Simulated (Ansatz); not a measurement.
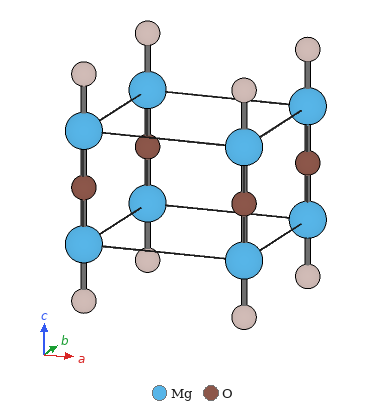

An orthographic ball-and-stick view of the structure, slightly off an axis. The lines enclose the conventional unit cell; boundary atoms appear with their images. The first bonded neighbours in the surrounding cells are also shown, in fainter colours. Cell: a = 5.30 Å, b = 5.30 Å, c = 3.61 Å, α = 90.00°, β = 90.00°, γ = 90.00°.

Its origin is a random cell made by a generator, so it need not be a real form of the compound. Earlier steps of the study may have refined or changed the cell and positions. A calculation with Ansatz used it as input.

> Notes on the structure:

Its composition is MgO. It belongs to space group P4/mmm (No. 123) and has a primitive tetragonal lattice. Cell content 1 Mg, 1 O; Z = 1. About every Mg there are two O in a linear arrangement at about 1.8 Å. The O atoms are each bonded to two Mg in a linear arrangement at about 1.8 Å. The bonds build MgO chains along [001].

Level of theory and settings: DFT PBE, scalar-relativistic, plane waves, PAW in Ansatz, a cutoff energy of 420 eV, k-grid 6×6×8, Gaussian smearing of 0.02 eV, no spin polarisation.

> Is the electronic structure metallic or gapped?

A semiconductor at this level, with a gap of 2.37 eV, indirect.

> What are the atomic charges by Bader's partition?

Mg +1.68 e; O -1.68 e.

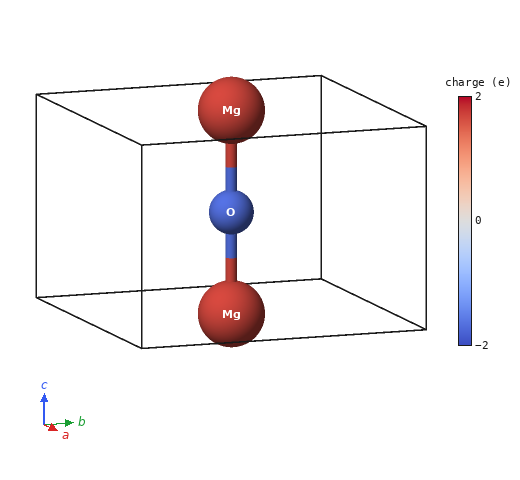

The atoms coloured by those charges. The run's cell of 2 atoms is drawn, so axes and origin can differ from the first picture.

> Can this geometry be taken as optimised?

Yes. All forces vanish to within 0.01 eV/Å. The pressure is 0.0 GPa, close to zero.
